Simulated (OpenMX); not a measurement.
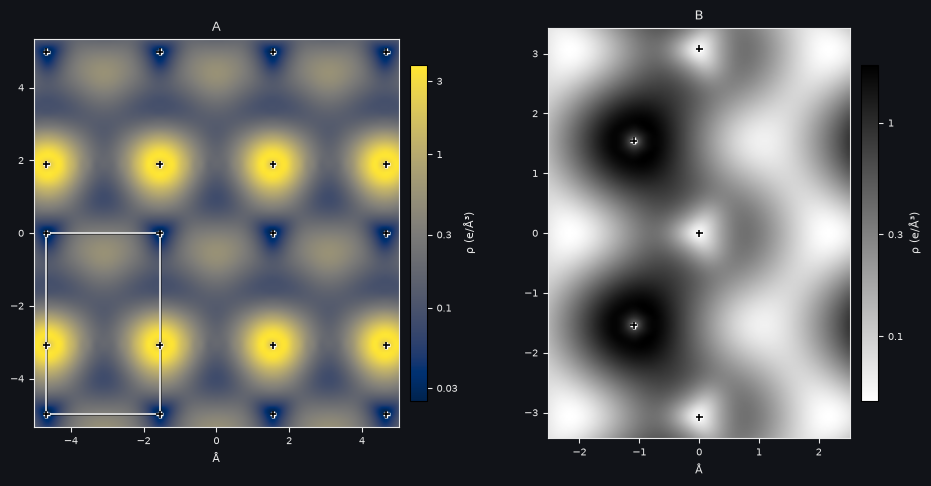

The valence pseudo-density of 2 systems, each on a plane through atoms (crosses mark nuclei in the plane).

Computed with OpenMX, Kohn-Sham DFT of a periodic cell, LDA, OpenMX 2013 LDA set.

System 1: AlN, the (100) plane of the conventional cell. Space group P6₃mc; computed pressure about −5 GPa in this cell.

```
Al N
1.0
     3.11300    0.00000    0.00000
    -1.55650    2.69594    0.00000
     0.00000    0.00000    4.98100
Al N
2 2
Direct
  0.66667 0.33333 0.50000
  0.33333 0.66667 0.00000
  0.66667 0.33333 0.88000
  0.33333 0.66667 0.38000
```

System 2: SiC, the (101) plane of the conventional cell. Space group F-43m; computed pressure about −2 GPa in this cell.

```yaml
crystal:
  lattice:
    - [4.35800, 0.00000, 0.00000]
    - [0.00000, 0.00000, -4.35800]
    - [0.00000, 4.35800, 0.00000]
  atoms:
    - { symbol: Si, position: [0.50000, 0.50000, 0.00000] }
    - { symbol: Si, position: [0.00000, 0.50000, 0.50000] }
    - { symbol: Si, position: [0.00000, 0.00000, 0.00000] }
    - { symbol: Si, position: [0.50000, 0.00000, 0.50000] }
    - { symbol: C, position: [0.75000, 0.75000, 0.25000] }
    - { symbol: C, position: [0.25000, 0.75000, 0.75000] }
    - { symbol: C, position: [0.25000, 0.25000, 0.25000] }
    - { symbol: C, position: [0.75000, 0.25000, 0.75000] }
```

### Which map belongs to which system?

Panel A is system 1, AlN: the plane holds Al and N. Al–N (1.89 Å): ρ at the midpoint is about 0.64 e/Å³. Panel B is system 2, SiC: the plane holds Si and C. Si–C (1.89 Å): ρ is about 0.85 e/Å³ halfway.
